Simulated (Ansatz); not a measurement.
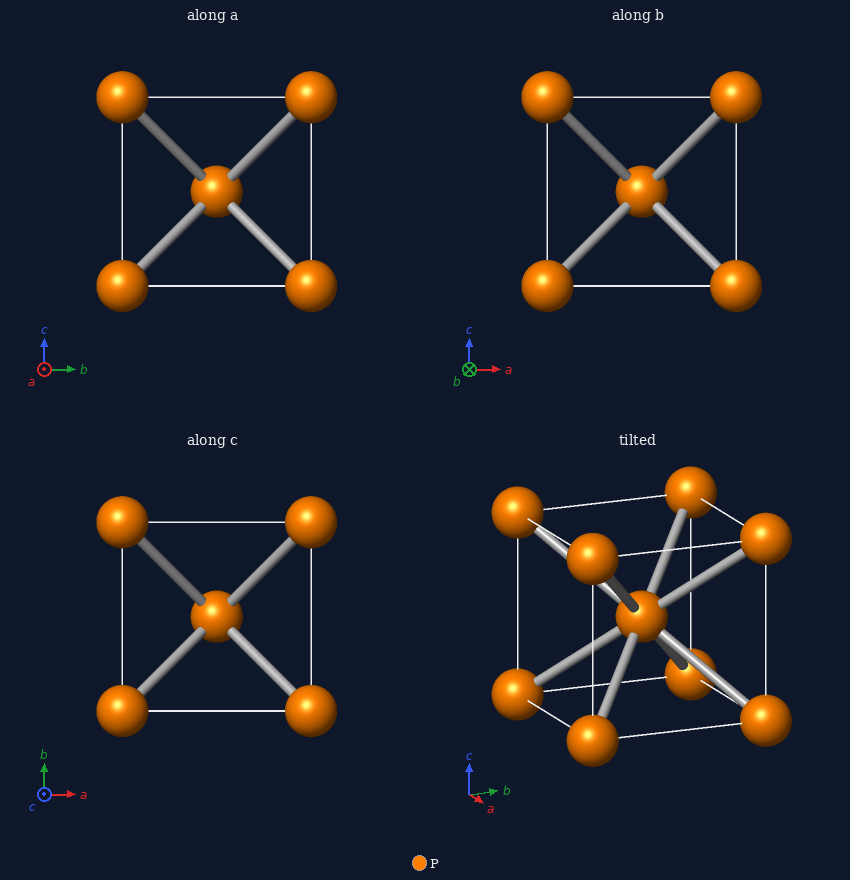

Crystal structure, ball-and-stick style, seen along the a axis, along the b axis, along the c axis and slightly off an axis. The conventional unit cell is drawn as a box.

Lattice parameters: a = 3.0613 Å, b = 3.0613 Å, c = 3.0613 Å, α = 90.000°, β = 90.000°, γ = 90.000°.

Q: Put the structure into a CIF with its space group and independent sites.

A:
```cif
data_structure
_symmetry_space_group_name_H-M 'I m -3 m'
_symmetry_Int_Tables_number 229
_cell_length_a 3.0613
_cell_length_b 3.0613
_cell_length_c 3.0613
_cell_angle_alpha 90.000
_cell_angle_beta 90.000
_cell_angle_gamma 90.000
_cell_volume 28.69
loop_
_atom_site_label
_atom_site_type_symbol
_atom_site_symmetry_multiplicity
_atom_site_Wyckoff_symbol
_atom_site_fract_x
_atom_site_fract_y
_atom_site_fract_z
_atom_site_occupancy
P1 P 2 a 0.0000 0.0000 0.0000 1
```

The structure was taken from a structure type filled with this element by a generator (whether the element takes this form wasn't checked). Earlier steps of the study may have refined or changed the cell and positions. It was the input of a calculation with Ansatz.
